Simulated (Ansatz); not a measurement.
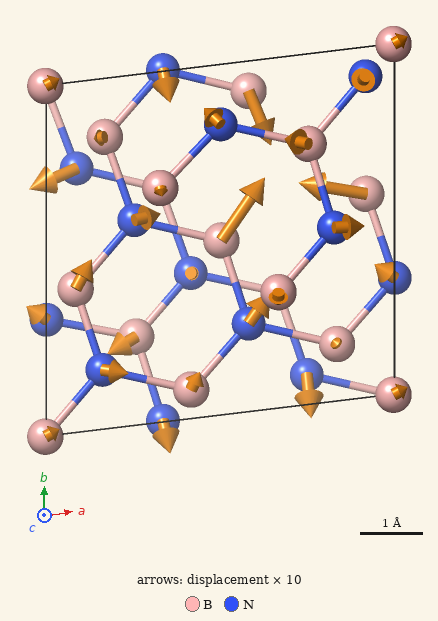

A relaxation of a crystal of B$_{12}$N$_{11}$ (a generated structure, set up in P1) (coarse preliminary run). The starting structure is drawn; orange arrows show the displacements (the part carried along by the change of the cell is left out), magnified 10 times.

The picture is a ball-and-stick view of the cell of the calculation, seen along the c axis.

Case: 1 of 12 N atoms taken out at random.

These are results of Ansatz, DFT PBE+D3(BJ), scalar-relativistic, plane waves, PAW, not measurements.

Input file:
```yaml
crystal:
  lattice:
    - [-3.759170194, 3.6172632057, -3.294871001]
    - [3.759170194, 3.6172632057, -3.294871001]
    - [0.0, -1.4469052822, -6.589742002]
  atoms:
    - { symbol: B, position: [0.1680515648, 0.8328148084, 0.5029099855] }
    - { symbol: B, position: [0.5807373256, 0.9149037291, 0.254953958] }
    - { symbol: B, position: [0.8349623181, 0.1624587909, 0.5015475931] }
    - { symbol: B, position: [0.5027949528, 0.4976336384, 0.4976709247] }
    - { symbol: B, position: [0.2580656781, 0.252773469, 0.2454466285] }
    - { symbol: B, position: [0.9971752412, 0.9985515078, 0.0041489439] }
    - { symbol: B, position: [0.7533451994, 0.7429198164, 0.7519399447] }
    - { symbol: B, position: [0.666824743, 0.330629801, 0.0045041482] }
    - { symbol: B, position: [0.416143357, 0.0829208418, 0.7487018298] }
    - { symbol: B, position: [0.9189183245, 0.5805258367, 0.2489133605] }
    - { symbol: B, position: [0.3273580956, 0.6681662104, 0.0009978244] }
    - { symbol: B, position: [0.0840897835, 0.4095289091, 0.7521132257] }
    - { symbol: "N", position: [0.3350111102, 0.0035885809, 0.3308975087] }
    - { symbol: "N", position: [0.7481733741, 0.085045018, 0.0819545045] }
    - { symbol: "N", position: [0.0008032836, 0.3313606735, 0.3338855918] }
    - { symbol: "N", position: [0.4147918334, 0.4150946264, 0.0862373101] }
    - { symbol: "N", position: [0.1609216719, 0.1695440744, 0.8339456699] }
    - { symbol: "N", position: [0.9165898054, 0.9162837474, 0.5904992211] }
    - { symbol: "N", position: [0.8261086798, 0.4956214847, 0.8386618135] }
    - { symbol: "N", position: [0.5810569405, 0.2509311517, 0.5833748238] }
    - { symbol: "N", position: [0.0871057094, 0.7527176599, 0.079965328] }
    - { symbol: "N", position: [0.5009996446, 0.8287799491, 0.8362788013] }
    - { symbol: "N", position: [0.2524953461, 0.5853022121, 0.5846053127] }
  symmetry: { detect: false }
basis:
  ecutwfc: 420
kpoints:
  mp_grid: { grid: [3, 3, 2], shift: [0.0, 0.0, 0.5] }
hamiltonian:
  xc: pbe
  dispersion: d3bj
scf:
  occupations: { method: gaussian, width: 0.1 }
  lower_state_search: "off"
output:
  forces: true
  stress: true
  eigenvalues: true
relax:
  adjacent_minimum: "off"
  f_tol: 0.04
  max_steps: 50
  cell: { stress_tol: 0.3 }
```

Run as
```bash
ansatz run input.yaml --threads 4 --pin off --max-ram 9216MiB --backend cpu --events-out ev --progress --plain --runs-dir out
```

Q: Atoms of which element are displaced furthest, and by how much?

A: Boron: up to 0.12 Å, against 0.09 Å for nitrogen.

Q: What happened in the run?

A: The largest move relative to the cell is that of B4, 0.12 Å along [2 3 −2]. Largest moves by element: B 0.12 Å, N 0.09 Å. The volume changes by −2.5 %, with a 6.170 → 6.121 Å (−0.8 %), b 6.170 → 6.120 Å (−0.8 %), c 6.747 → 6.713 Å (−0.5 %), α 66.7° → 66.4°, β 66.7° → 66.4°, γ 75.1° → 75.0°. Among the contacts that change: B11–N21 1.396 → 1.459 Å, B12–N19 1.494 → 1.445 Å, B9–N17 1.480 → 1.431 Å, B12–N17 1.386 → 1.431 Å. Bond angles that change, for instance: N14–B6–N21 122.8° → 114.8°, B6–N21–B11 122.9° → 116.8°, N15–B10–N21 120.9° → 115.5°. The space group (tolerance 0.01 Å) goes from P1 (No. 1) to Cm (No. 8). After 4 accepted moves (5 points after the start) the energy has fallen by 0.847 eV per cell of the calculation. Largest force component: 2.8 eV/Å at the start, 0.01 eV/Å at the end. Pressure: −2.90 GPa at the start and −0.13 GPa at the end. The SCF was repeated once at an unchanged geometry on a basis and grid sized afresh for the cell, which shifted the energy by 16.3 meV per cell of the calculation at most.

Limits of the set-up: the k-point mesh is coarse for a cell with partly filled bands.
